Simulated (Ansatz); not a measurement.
Al

Input

```
crystal:
  lattice:
    - [-0.02045521, 1.97065405, 2.04383284]
    - [2.00265691, 0.00996627, 2.01341136]
    - [2.05929448, 1.99687013, -0.04667129]
  atoms:
    - { symbol: Al, position: [0.0, 0.0, 0.0] }
hamiltonian:
  xc: r2scan
  pseudopotentials: { kind: paw }
kpoints:
  mp_grid: { grid: [6, 7, 6] }
scf:
  occupations: { method: fermi_dirac, width: 0.05 }
  n_extra_bands: 6
output:
  forces: true
  stress: true
  eigenvalues: true
  dos: { projected: true, de: 0.05, nscf_kmesh: { grid: [9, 11, 9] } }
  write_density: true
  write_potential: true
  elf: true
  volumetric_format: npy
```

Command:

```sh
ansatz run input.yaml --threads 2 --pin off --max-ram 5632MiB --backend cpu --events-out ev --progress --plain --runs-dir out
```

Below, planes, directions and counts refer to the conventional cell (a = 2.82 Å, b = 2.84 Å, c = 2.86 Å, α = 92.09°, β = 117.45°, γ = 119.73°).

Space group P-1; computed pressure about −3 GPa in this cell.

All numbers below come from Kohn-Sham DFT of a periodic cell, r2SCAN, Ansatz PAW in Ansatz.

The density is the valence pseudo-density of a PAW calculation; it isn't the true density close to the nuclei.

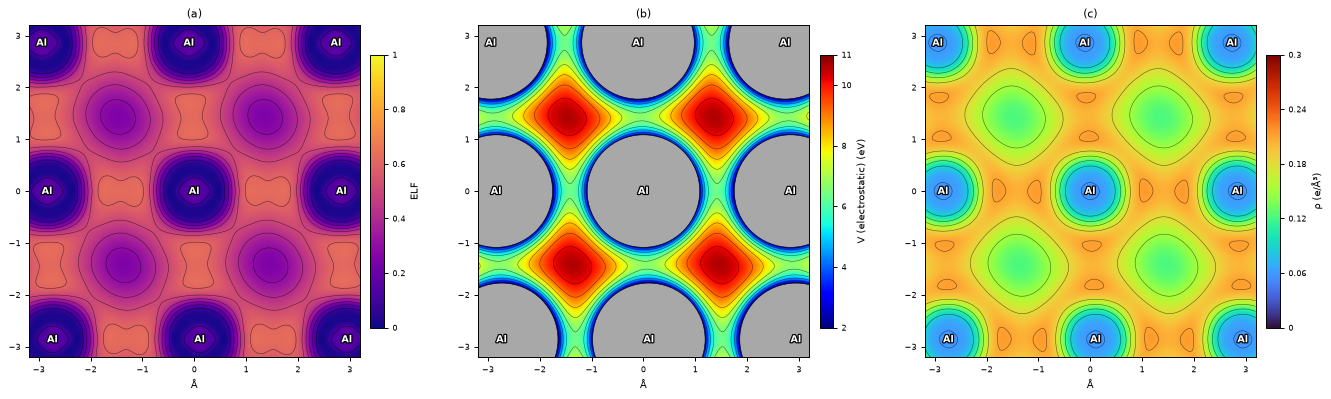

Figure 1. (a) ELF; (b) electrostatic potential energy of an electron; (c) valence electron density on the (100) plane of the conventional cell. Grey discs cover the atomic cores in the potential map.

**What do the fields say about this system?**

The section cuts through Al sites. Al–Al (2.84 Å): the density is about 0.2 e/Å³ at the midpoint; the ELF peaks at about 0.65 between the atoms. Al–Al (2.86 Å): the density is about 0.2 e/Å³ at the midpoint; the ELF peaks at about 0.65 between the atoms. Between the atoms the lowest density in this plane is 0.12 e/Å³. Outside the cores the potential energy rises away from the atoms and is highest about 2.0 Å from the nearest atoms; its zero is arbitrary.

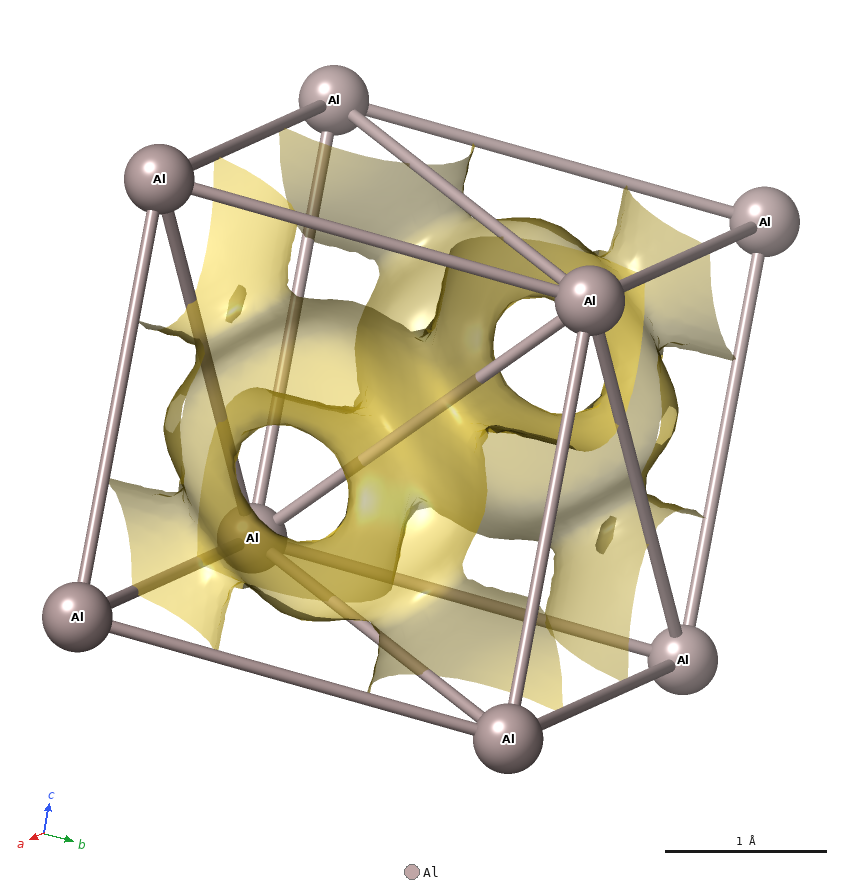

Figure 2. Isosurface of the electron localisation function at 0.55 (yellow), seen slightly off an axis. Only the valence region is drawn (cores and ρ < 0.01 e/Å³ removed). Sticks mark near contacts.

**Where are the electrons localised?**

At this value the surface marks out one network that runs through the whole crystal, counted in one cell of 1 atoms. Any copies at cell faces, edges or corners count once. There are no localised bonds or lone pairs at this value. Profiles from the grid: Al–Al (2.82 Å): the ELF peaks at about 0.65 between the atoms.

**Metal or insulator at this level of theory?**

It is metallic or semimetallic at this level of theory: no gap opens.
